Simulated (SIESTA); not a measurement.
## A series of single points on AlCo

System: AlCo (Pm-3m, 2 atoms in the cell).
Method: Kohn-Sham DFT of a periodic cell, PBEsol, PseudoDojo 0.4 standard, converted to PSML, spin-polarised (SIESTA 5.4.2).

The 6 runs differ only in the geometry, by an even scaling of the cell at fixed fractional positions. The structure derives from a Materials Project entry.

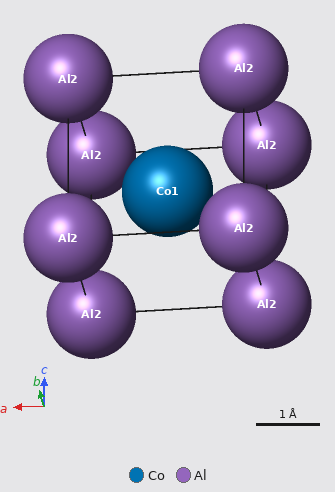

Figure 1. The structure of run 4 (spheres-only view of the cell of the calculation, seen at an oblique angle; atoms are numbered from 1 in the order of the input). An atom can appear more than once, as a periodic image.

## Input of run 4
```
SystemName                      AlCo
SystemLabel                     AlCo
NumberOfSpecies                 2
NumberOfAtoms                   2
%block ChemicalSpeciesLabel
  1  27 Co
  2  13 Al
%endblock ChemicalSpeciesLabel

LatticeConstant                 1.0 Ang
%block LatticeVectors
     2.8194032100     0.0000000000     0.0000000000
     0.0000000000     2.8194032100     0.0000000000
     0.0000000000     0.0000000000     2.8194032100
%endblock LatticeVectors
AtomicCoordinatesFormat         Fractional
%block AtomicCoordinatesAndAtomicSpecies
     0.5000000000     0.5000000000     0.5000000000  1  Co
     0.0000000000     0.0000000000     0.0000000000  2  Al
%endblock AtomicCoordinatesAndAtomicSpecies

%block kgrid.MonkhorstPack
    9   0   0  0.0
    0   9   0  0.0
    0   0   9  0.0
%endblock kgrid.MonkhorstPack
XC.Functional                   GGA
XC.Authors                      PBEsol
PAO.BasisSize                   DZP
PAO.EnergyShift                 0.003 Ry
Mesh.Cutoff                     800 Ry
Spin                            polarized
%block DM.InitSpin
    1   2.000
    2   0.000
%endblock DM.InitSpin
OccupationFunction              FD
ElectronicTemperature           0.05 eV
MaxSCFIterations                200
SCF.MustConverge                false
SCF.Mixer.Method                Pulay
SCF.Mixer.Weight                0.1
SCF.Mixer.History               10
SCF.DM.Tolerance                5.0e-05
SCF.H.Tolerance                 1.0e-03 eV
WriteForces                     true
Charge.Mulliken                 end
Charge.Hirshfeld                end
Charge.Voronoi                  end
SaveRho                         true
SaveElectrostaticPotential      true
%block PAO.Basis
  Co 5
  n=3 0 2
    2.527 0.000
  n=4 0 2
    7.312 0.000
  n=3 1 2
    2.827 0.000
  n=4 1 1
    7.312
  n=3 2 2
    4.649 0.000
%endblock PAO.Basis
```

Command:
```bash
siesta AlCo.fdf > AlCo.out 2>&1
```

Run 2 has the same physical settings and fractional positions; its lattice vectors (Å) are:
```
   2.781298    0.000000    0.000000
   0.000000    2.781298    0.000000
   0.000000    0.000000    2.781298
```

## Results, with one run withheld

| run | volume per atom (Å³) | free energy per atom, from the lowest run given (meV) | pressure (GPa) |
| --- | --- | --- | --- |
| 1 | 10.533 | 29.06 | 14.53 |
| 2 | 10.758 | ? | ? |
| 3 | 10.982 | 3.07 | 4.40 |
| 4 | 11.206 | 0.00 | 0.06 |
| 5 | 11.430 | 2.84 | −3.85 |
| 6 | 11.654 | 10.65 | −7.24 |

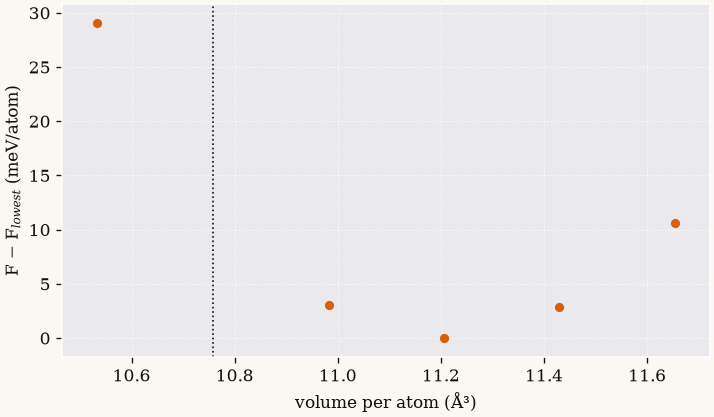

Figure 2. Free energy per atom of the runs given; the dotted line marks run 2.

Estimate the energy of run 2 from the others.

A cubic polynomial in V^(−2/3) (the Birch–Murnaghan form), fitted to the 5 runs given, misses them by at most 0.06 meV per atom. With x = V^(−2/3) − 0.20037 Å⁻², it reads F = 0.24507 + 553.12 x + 4.0499e+05 x² + 5.5036e+05 x³ (meV per atom). At run 2 it gives 12.43 meV per atom, and the run itself gives 12.53. The slope of the fit gives a pressure −dF/dV of 9.18 GPa there, and the run prints 9.26 GPa. The two needn't agree exactly: the fit is approximate, and the printed stress is taken on a finite basis. The fit has its minimum at 11.207 Å³ per atom, where V d²F/dV² gives 205 GPa: the bulk modulus at this level, since symmetry fixes the shape and the positions.

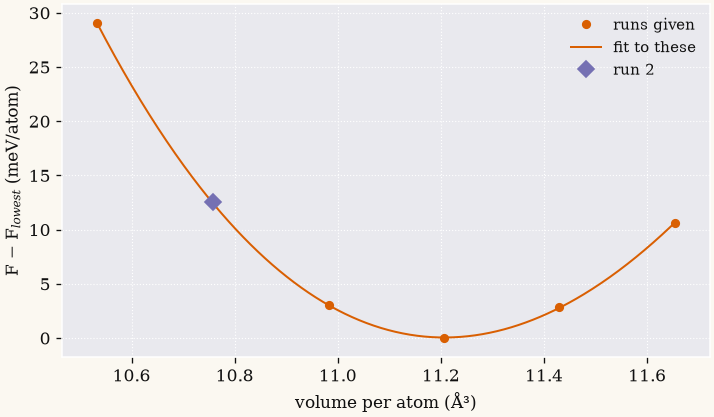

Figure 3. The fit and the withheld run.

## Some lines of the output (run 2)
```
[...]
outcell: Cell volume (Ang**3)        :     21.5151
stepf: Fermi-Dirac step function
siesta: Etot    =     -4218.965237
siesta: FreeEng =     -4218.977352
        iscf     Eharris(eV)        E_KS(eV)     FreeEng(eV)     dDmax    Ef(eV) dHmax(eV)
siesta: E_KS(eV) =            -4222.6366
siesta: E_KS - E_eggbox =     -4222.6366
siesta: Etot    =     -4222.636596
siesta: FreeEng =     -4222.640459
siesta:         Fermi =      -7.180344
siesta: Cell volume =         21.515072 Ang**3
    Orbital volume contribution        =           2.653558 eV
```

Notes: Points of doubt noted for this run: mulliken charges of long orbitals. With a small basis of atomic orbitals these values can differ much from converged plane-wave results.
